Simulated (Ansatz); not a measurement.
**Band-structure calculation, with input and output: Si₃N₄**

The run: band-structure calculation of Si₃N₄ (14 atoms in the cell). Method and program: DFT with r2SCAN, PAW plane waves, no spin polarisation (Ansatz 0.2.0).

The structure is a generated one, with these elements put on the sites of a known structure type; it need not be a known phase. Figures and captions count atoms from 1; the log counts them from 0 in places.

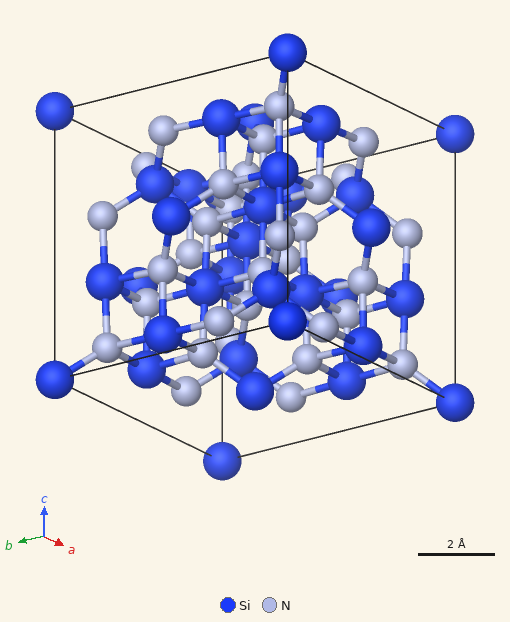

*The input geometry (ball-and-stick view of the cell 4 times as large as that of the calculation, set on its symmetry axes, seen at an oblique angle).*

Near neighbours in the crystal (not all of them lie inside the picture): Si has 6 N at 1.85 Å; N has 4 Si at 1.72 to 1.85 Å; Si has 4 N at 1.72 Å.

**Input file**
```yaml
crystal:
  lattice:
    - [0.0, 3.794687, 3.794687]
    - [3.794687, 0.0, 3.794687]
    - [3.794687, 3.794687, 0.0]
  atoms:
    - { symbol: Si, position: [0.625, 0.625, 0.625] }
    - { symbol: Si, position: [0.125, 0.625, 0.625] }
    - { symbol: Si, position: [0.625, 0.625, 0.125] }
    - { symbol: Si, position: [0.625, 0.125, 0.625] }
    - { symbol: "N", position: [0.3808, 0.3808, 0.3808] }
    - { symbol: "N", position: [0.3924, 0.8692, 0.8692] }
    - { symbol: "N", position: [0.3808, 0.3808, 0.8576] }
    - { symbol: "N", position: [0.8692, 0.3924, 0.8692] }
    - { symbol: "N", position: [0.8576, 0.3808, 0.3808] }
    - { symbol: "N", position: [0.8692, 0.8692, 0.8692] }
    - { symbol: "N", position: [0.3808, 0.8576, 0.3808] }
    - { symbol: "N", position: [0.8692, 0.8692, 0.3924] }
    - { symbol: Si, position: [0.0, 0.0, 0.0] }
    - { symbol: Si, position: [0.25, 0.25, 0.25] }
  symmetry: { tolerance: 0.0003 }
kpoints:
  mp_grid: { grid: [6, 6, 6], shift: [0, 0, 0] }
  band_path:
    path:
      - [0.0, 0.0, 0.0]
      - [0.5, 0.0, 0.5]
      - [0.625, 0.25, 0.625]
      - [0.375, 0.375, 0.75]
      - [0.0, 0.0, 0.0]
      - [0.5, 0.5, 0.5]
      - [0.5, 0.25, 0.75]
      - [0.5, 0.0, 0.5]
    npoints: 10
magnetization:
  spin_polarized: false
scf:
  occupations: { method: fermi_dirac, width: 0.0439 }
  lower_state_search: "off"
  max_iter: 200
hamiltonian:
  pseudopotentials: { kind: paw }
  xc: r2scan
basis:
  ecutwfc: 500
  fft_grid_basis: typed
output:
  forces: true
  stress: true
  eigenvalues: true
  bader: true
  populations: true
  elf: true
  write_potential: true
  volumetric_format: npy
  dos:
    e_range: [-12, 8]
    de: 0.05
    projected: { site_lists: { "N": ["N"], Si: [Si] } }
checkpoint:
  read: saved_state
```

Run as:
```bash
ansatz run input.yaml --threads 1 --pin off --max-ram 2560MiB --backend cpu --events-out ev --progress --plain --runs-dir out
```

**What the program printed**
```
Engine: ansatz 0.2.0, aarch64-unknown-linux-gnu
Pseudopotentials: kind: paw
Pseudopotential: Si, paw, valence charge 4, recommended cutoff 500 eV (meta_gga), Si.paw.azcp
Pseudopotential: N, paw, valence charge 5, recommended cutoff 500 eV (meta_gga), N.paw.azcp
Functional definition: r2SCAN
  parameter k0 = 0.174
  parameter k1 = 0.065
  parameter a1 = 4.9479
  exchange = r2scan_x(k0 = k0, k1 = k1, a1 = a1)
  correlation = r2scan_c
Crystal: 14 atoms, lattice volume = 109.284 Å³
Basis set: ecut = 500 eV, 2733 PW (Γ), exchange–correlation on 160×160×160 points (64 copies of the dense FFT grid, shifted against one another)
Bands: 46, of which v1, the nominal top of the filled ones, is band 32 counted from 1 (31 counted from 0)
Symmetry: 48 space group operations
Space group: Fd-3m (ITA 227), of the structure as read, at distance tolerance 1.4e-3 Å
k-points: 16 of 216
Non-local potential: Si, projectors of the file, l = 0: 2, l = 1: 2, l = 2: 2
Non-local potential: N, projectors of the file, l = 0: 2, l = 1: 2, l = 2: 1
PAW form: soft (Blöchl's): semilocal exchange-correlation on the pseudo side does not see the compensation charge
PAW frozen core: Si, regenerated for the run's functional (the file was generated under x = pbe(κ = 0.804, μ = 0.2195149727645171), c = pbe(β = 0.06672455060314922))
PAW frozen core: N, regenerated for the run's functional (the file was generated under x = pbe(κ = 0.804, μ = 0.2195149727645171), c = pbe(β = 0.06672455060314922))
PAW one-centre angular grid: Si, 302 points (default); XC on 160 Gauss nodes
PAW one-centre angular grid: N, 302 points (default); XC on 160 Gauss nodes
Initial density: read from a saved state, or passed on in memory by an earlier SCF of this step, an earlier step, the calling program or the single point that the run made first
Initial wavefunctions: pseudopotential atomic-orbital guess
Functional: x = r2scan, c = r2scan; τ floored in thin density (d = 2e-4 eV/Å³)
iter 1 solved again at ethr=3.20e-7 eV; its pass at ethr=3.10e-3 eV (dr2=2.05e-4 eV) is discarded
SCF iter   1: F=-6928.159312 eV  HF=-6928.158784 eV  |F-HF|=5.28e-4  |Δ(HF+E_count)|=         —  Δρ=5.72e-4  dr2=4.73e-5  dr2_τ=1.46e-3  ethr=3.20e-7  ⟨swp⟩=3.5  Hψ=6652  notcnv=0
preconditioner: auto → Resta (q_TF=auto, 2.496 Å⁻¹)  ε∞=3.8  [insulator: Δε(μ)=4.243 eV  Ē_g=16.860 eV  σ=0.044 eV  W_gap=1.00  n_scr=26 (ndim 8)  ℏωp=28.4 eV  f_vac=0.000  D(μ)=0.00/eV (n_scr^D=0)  ε∞_Penn≈3.8]
SCF iter   2: F=-6928.159372 eV  HF=-6928.159252 eV  |F-HF|=1.20e-4  |Δ(HF+E_count)|=   4.68e-4  Δρ=2.95e-4  dr2=1.17e-5  dr2_τ=2.29e-5  ethr=7.39e-8  ⟨swp⟩=2.0  Hψ=1248  notcnv=0
SCF iter   3: F=-6928.159376 eV  HF=-6928.159376 eV  |F-HF|=3.87e-7  |Δ(HF+E_count)|=   1.24e-4  Δρ=2.78e-5  dr2=5.35e-7  dr2_τ=1.35e-7  ethr=1.82e-8  ⟨swp⟩=2.0  Hψ=1248  notcnv=0
SCF iter   4: F=-6928.159376 eV  HF=-6928.159376 eV  |F-HF|=4.53e-8  |Δ(HF+E_count)|=   5.30e-7  Δρ=8.08e-6  dr2=5.25e-8  dr2_τ=1.20e-8  ethr=1.56e-10  ⟨swp⟩=13.3  Hψ=5330  notcnv=0
SCF 1 converged in 4 iterations: F = -6928.159376 eV  dr2 = 5.25e-8
  greatest PAW one-centre occupation: 0.802 electrons in one spin orbital (limit 2), on the N atom at site 11 (counted from 0), in its partial waves of l = 0
NSCF: frozen V_eff on 71 k-points
SCF converged after 4 iterations
Free energy (F): -6928.159376 eV
Harris-Foulkes:  -6928.159376 eV  (|F-HF|=4.53e-8)
Internal energy: -6928.159376 eV  (E = F + TS)
E sigma→0 (E₀):  -6928.159376 eV
Fermi energy:    14.131149 eV
--- Per-component energies (eV) ---
  E_band       = 295.989234
  E_kinetic    = 1400.338524
  E_local      = -1404.556934  (includes V_loc(G=0)·N_el)
  E_nonlocal   = 497.541077
  E_hartree    = 475.477777
  E_xc         = -817.614002
  E_vxc        = -1021.709208  (∫ρ·V_xc dr)
  E_paw        = -4154.505982  (= ΣΔE_a)
  E_vpaw       = -180.575410  (= ΣTr[D̂ρ^β])
  E_aug_tail   = 0.000183  (compensation charges beyond the density's cutoff)
  E_vtau       = 53.992149  (kinetic-family band-sum trace: ∫τ·v_τ [+ j·A + Jᵃ·Aᵃ] dr)
  E_ewald      = -2924.144905
  E_core_change = -0.695115  (= ΣΔE_core)
  E_smearing   = -0.000000  (= −TS)
  E_closure    = 0.000000  (closes the sum)
  Σ components = -6928.159376   (vs F -6928.159376, Δ=0.00e0)
--- Forces (eV/Å), atoms counted from 1 ---
  atom   1  Si    -0.00000000     0.00000000    -0.00000000
  atom   2  Si    -0.00000000     0.00000000     0.00000000
  atom   3  Si    -0.00000000     0.00000000     0.00000000
  atom   4  Si    -0.00000000     0.00000000    -0.00000000
  atom   5  N      0.59048832     0.59048832     0.59048832
  atom   6  N     -0.59048832     0.59048832     0.59048832
  atom   7  N     -0.59048832    -0.59048832     0.59048832
  atom   8  N      0.59048832    -0.59048832     0.59048832
  atom   9  N      0.59048832    -0.59048832    -0.59048832
  atom  10  N     -0.59048832    -0.59048832    -0.59048832
  atom  11  N     -0.59048832     0.59048832    -0.59048832
  atom  12  N      0.59048832     0.59048832    -0.59048832
  atom  13  Si    -0.00000000    -0.00000000     0.00000000
  atom  14  Si    -0.00000000     0.00000000    -0.00000000
  max |Σ_I F_I| component: 2.27e-16 eV/Å
--- Stress (GPa, compression-positive) ---
       19.309988       0.000000       0.000000
        0.000000      19.309988       0.000000
        0.000000       0.000000      19.309988
  P = ⅓ Tr σ = 19.3100 GPa (193.100 kbar)
--- Band table (eV; the first three rows and the last of 16) ---
  k-point 0: bands = ["-8.4435", "-4.8221", "-3.9321", "-3.9321", "-3.9321", "-2.8124", "-2.8124", "-2.8124", "0.7163", "1.7865", "2.3701", "2.3701", "2.3701", "4.0505", "4.0505", "7.3732", "7.3732", "7.3732", "9.3998", "9.3998", "9.3998", "9.8337", "9.8337", "9.8337", "11.0874", "11.0874", "11.7294", "11.7294", "11.7294", "11.9611", "11.9611", "11.9611", "16.2119", "16.2119", "16.2119", "18.2144", "19.8440", "20.0750", "20.0750", "20.5539", "21.0780", "21.0780", "21.0780", "22.9877", "22.9877", "22.9877"]
  k-point 1: bands = ["-8.2798", "-5.0174", "-4.2645", "-3.8983", "-3.8983", "-2.9540", "-2.9358", "-2.9358", "1.1078", "2.1280", "2.5967", "2.5967", "3.0076", "4.3407", "4.3407", "6.8778", "7.3050", "7.3050", "8.9871", "8.9871", "9.2688", "9.4966", "9.7207", "9.7207", "10.7945", "10.7945", "11.1930", "11.4896", "11.4896", "11.5710", "11.8961", "11.8961", "16.6457", "16.7443", "16.7443", "18.7283", "20.1953", "20.6183", "20.6183", "21.0041", "21.4265", "21.5149", "21.5149", "22.4965", "23.2568", "23.2568"]
  k-point 2: bands = ["-7.8117", "-5.8508", "-4.3980", "-3.7879", "-3.7879", "-3.2857", "-3.2152", "-3.2152", "1.8994", "2.8618", "3.2177", "3.2177", "4.5285", "4.8210", "4.8210", "6.0542", "7.0787", "7.0787", "7.9893", "8.5835", "8.5835", "9.1955", "9.1955", "9.4331", "9.7448", "9.9899", "9.9899", "11.2037", "11.3788", "11.3788", "11.7195", "11.7195", "17.4589", "17.8328", "17.8328", "19.8291", "20.3473", "20.8633", "20.8633", "21.6544", "22.2508", "22.4233", "22.4233", "22.7045", "23.6193", "23.6193"]
  k-point 15: bands = ["-6.5303", "-6.5303", "-5.2448", "-5.2448", "-3.5980", "-3.5980", "-2.8190", "-2.8190", "3.7123", "3.7123", "4.2496", "4.2496", "5.4070", "5.4070", "6.0114", "6.0114", "6.3174", "6.3174", "7.3012", "7.3012", "7.9292", "7.9292", "8.2320", "8.2320", "9.6668", "9.6668", "10.0112", "10.0112", "10.6460", "10.6460", "11.2313", "11.2313", "19.7596", "19.7596", "20.2305", "20.2305", "21.3975", "21.3975", "22.3596", "22.3596", "22.9292", "22.9292", "23.5219", "23.5219", "24.3323", "24.3323"]
--- Löwdin populations: 14 sites ---
  site symbol       q [e]
     0     Si      2.5791
     1     Si      2.5791
     2     Si      2.5791
     3     Si      2.5791
     4      N      5.9712
     5      N      5.9712
     6      N      5.9712
     7      N      5.9712
     8      N      5.9712
     9      N      5.9712
    10      N      5.9712
    11      N      5.9712
    12     Si      2.5136
    13     Si      2.5136
  spilling = 0.013856 (of n_electrons = 64.000000)
--- Bader charges: 14 sites ---
  site symbol  charge [e]  shift [e]
     0     Si      3.2338     0.0140
     1     Si      3.2338     0.0140
     2     Si      3.2338     0.0140
     3     Si      3.2338     0.0140
     4      N     -2.4192     0.0099
     5      N     -2.4192     0.0100
     6      N     -2.4192     0.0100
     7      N     -2.4192     0.0100
     8      N     -2.4192     0.0100
     9      N     -2.4192     0.0099
    10      N     -2.4192     0.0100
    11      N     -2.4192     0.0100
    12     Si      3.2094     0.0117
    13     Si      3.2094     0.0117
  estimated error of the sums over rays = 4.9e-4 e
```

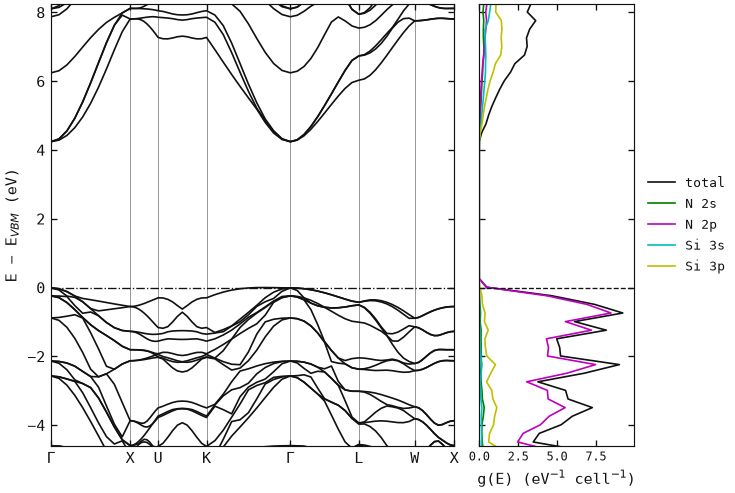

*Band structure along Γ–X–U–K–Γ–L–W–X and density of states (projected on Löwdin-orthogonalised atomic shells), with energies from the valence-band top.*

There is a gap of 4.24 eV on this path, direct, at Γ.

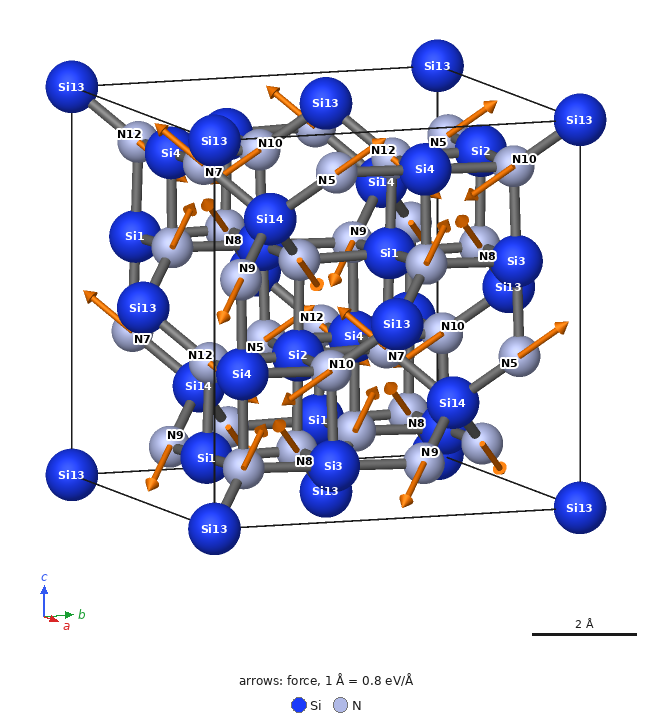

*Forces on the atoms as orange arrows (ball-and-stick view of the cell 4 times as large as that of the calculation, set on its symmetry axes, seen slightly off an axis; atoms are numbered from 1 in the order of the input).*

The largest act on all 8 N atoms (1.02 eV/Å). The geometry is not a stationary point of this energy.

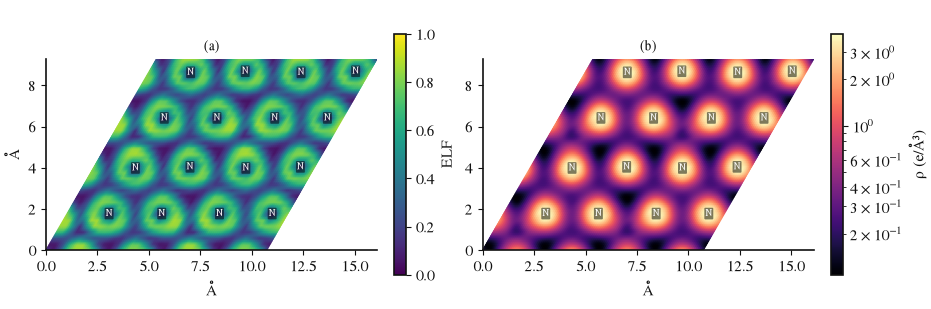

*(a) electron localisation function; (b) valence pseudo-density on the plane of lattice vectors 2 and 3 of the input at fractional height 0.381 along vector 1, 2 × 2 cells, interpolated from points about 0.3 Å apart.*

The plane passes within 0.2 Å of N sites. The density in this plane falls to 0.12 e/Å³ at its lowest. The fields are smooth PAW fields, not the true ones close to the nuclei.

**Results in brief**

| quantity | value |
| --- | --- |
| outcome | converged |
| space group (tolerance 0.01 Å) | Fd-3m (227) |
| electrons treated | 64 |
| free energy | −6928.1594 eV |
| Fermi energy | 14.131 eV |
| gap on the k-point mesh | 4.25 eV |
| pressure | 19.31 GPa |
| largest force (length of the vector) | 1.023 eV/Å |
| hardware | 1 thread of Arm Neoverse V2, 24 GiB of memory available, shared host |
| wall time | 2.6 min |
| peak memory | 0.65 GiB |

The cell is under a pressure of 19.3 GPa at this level, so it is not at its equilibrium volume.
